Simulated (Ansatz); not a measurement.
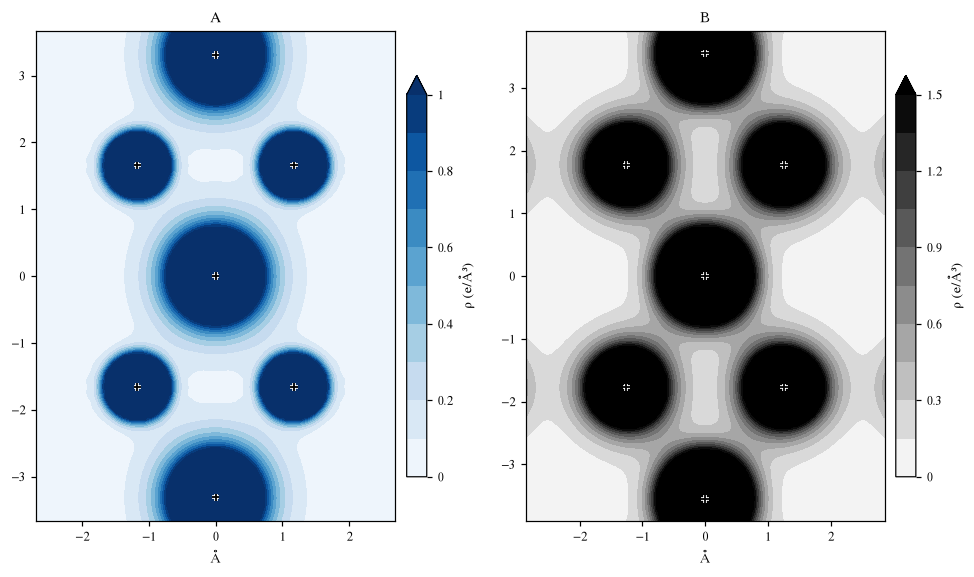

The valence electron density of 2 systems, each on a plane through atoms (crosses mark nuclei in the plane).

Computed with Kohn-Sham DFT of a periodic cell, PBEsol, Ansatz PAW (Ansatz 0.2.0).

System 1: ZrO$_{2}$, the (011) plane of the conventional cell. Space group Fm-3m; a structure from a database of computed crystals, not necessarily the ambient phase; computed pressure about 7 GPa in this cell.

```cif
data_structure
_symmetry_space_group_name_H-M 'P 1'
_symmetry_Int_Tables_number 1
_cell_length_a 5.0214
_cell_length_b 5.0214
_cell_length_c 5.0214
_cell_angle_alpha 90.000
_cell_angle_beta 90.000
_cell_angle_gamma 90.000
_cell_volume 126.61
loop_
_atom_site_label
_atom_site_type_symbol
_atom_site_fract_x
_atom_site_fract_y
_atom_site_fract_z
_atom_site_occupancy
Zr1 Zr 0.00000 0.00000 0.00000 1
Zr2 Zr 0.50000 0.50000 0.00000 1
Zr3 Zr 0.50000 0.00000 0.50000 1
Zr4 Zr 0.00000 0.50000 0.50000 1
O1 O 0.75000 0.25000 0.25000 1
O2 O 0.25000 0.75000 0.25000 1
O3 O 0.25000 0.25000 0.75000 1
O4 O 0.75000 0.75000 0.75000 1
O5 O 0.25000 0.25000 0.25000 1
O6 O 0.75000 0.75000 0.25000 1
O7 O 0.75000 0.25000 0.75000 1
O8 O 0.25000 0.75000 0.75000 1
```

System 2: Li$_{2}$O, the (101) plane of the conventional cell. Space group Fm-3m; a structure from a database of computed crystals, not necessarily the ambient phase; computed pressure about −5 GPa in this cell.

```xyz
12
Lattice="4.6845 0.0000 0.0000 0.0000 4.6845 0.0000 0.0000 0.0000 4.6845" Properties=species:S:1:pos:R:3 pbc="T T T"
O     0.0000    0.0000    0.0000
O     2.3423    2.3423    0.0000
O     2.3423    0.0000    2.3423
O     0.0000    2.3423    2.3423
Li    1.1711    1.1711    1.1711
Li    3.5134    3.5134    1.1711
Li    3.5134    1.1711    3.5134
Li    1.1711    3.5134    3.5134
Li    3.5134    1.1711    1.1711
Li    1.1711    3.5134    1.1711
Li    1.1711    1.1711    3.5134
Li    3.5134    3.5134    3.5134
```

Question: Which map belongs to which system?

Answer: Panel A is system 2, Li$_{2}$O: the plane holds O and Li. Li–O (2.03 Å): ρ is about 0.34 e/Å³ halfway. Panel B is system 1, ZrO$_{2}$: the plane holds Zr and O. Zr–O (2.17 Å): ρ at the midpoint is about 0.57 e/Å³.
